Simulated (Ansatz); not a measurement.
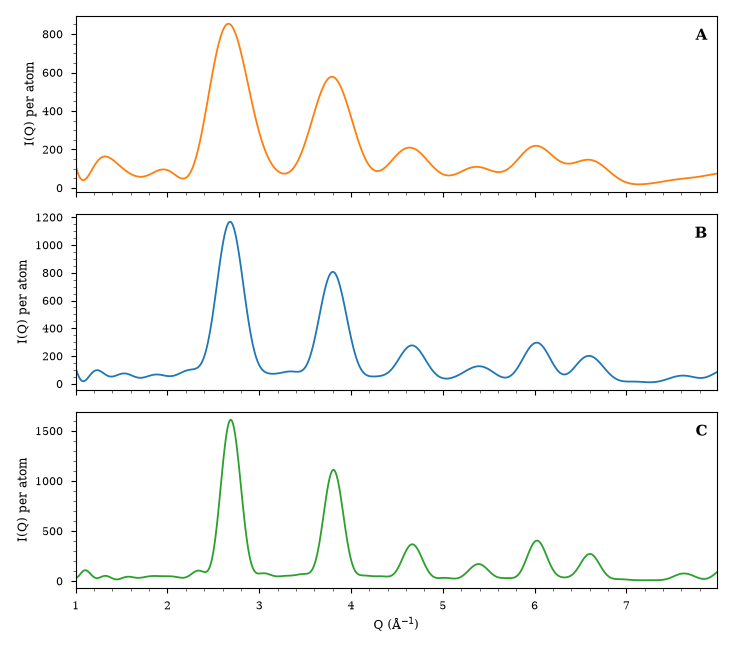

X-ray scattering of spheres cut from the crystal structure of Fe (Pm-3m, a = 2.329 Å, b = 2.329 Å, c = 2.329 Å, α = 90.00°, β = 90.00°, γ = 90.00°), calculated atom by atom with the Debye equation (B = 0.5 Å², no relaxation of the surface). Basis of the simulation: coordinates from a relaxation with Ansatz 0.2.0, DFT, PBEsol, plane waves (420 eV) with PAW, scalar-relativistic; the starting structure was generated, so it need not be a known form of this composition.

Question: The spheres are 14, 20 and 28 Å across. Which curve is which?

Answer: curve A: 14 Å (123 atoms); curve B: 20 Å (341 atoms); curve C: 28 Å (925 atoms). Peak widths go roughly as 2π/D, so the largest sphere has the sharpest peaks.

Question: Index the main peaks of the largest sphere.

Answer: Q ≈ 2.69 Å⁻¹: 100; Q ≈ 3.81 Å⁻¹: 110; Q ≈ 4.67 Å⁻¹: 111; Q ≈ 5.39 Å⁻¹: 200; Q ≈ 6.03 Å⁻¹: 210; Q ≈ 6.60 Å⁻¹: 211.
